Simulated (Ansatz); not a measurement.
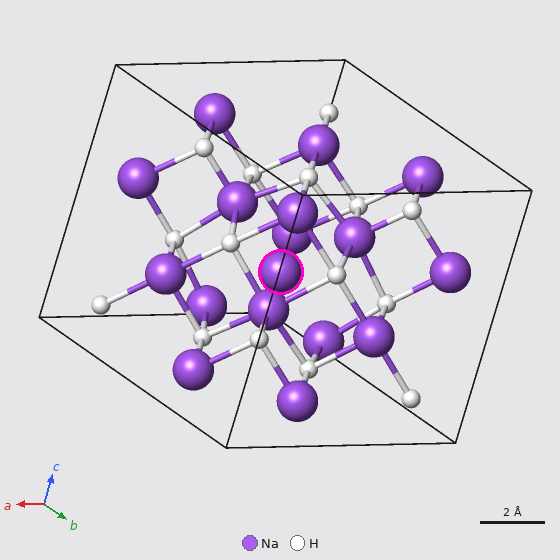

An orthographic ball-and-stick view of the structure, from a general direction. One supercell is framed, with atoms on its boundary repeated. The host is NaH, in a cell of 32 sites, and the cell is neutral. A ring marks the defect's site.

**Which defect is modelled here, and what are its neighbours?**

Sodium on a hydrogen site (an antisite). It is bonded to no bonds drawn.

The atoms were relaxed in the host's cell with DFT PBE, scalar-relativistic, plane waves, PAW in Ansatz.
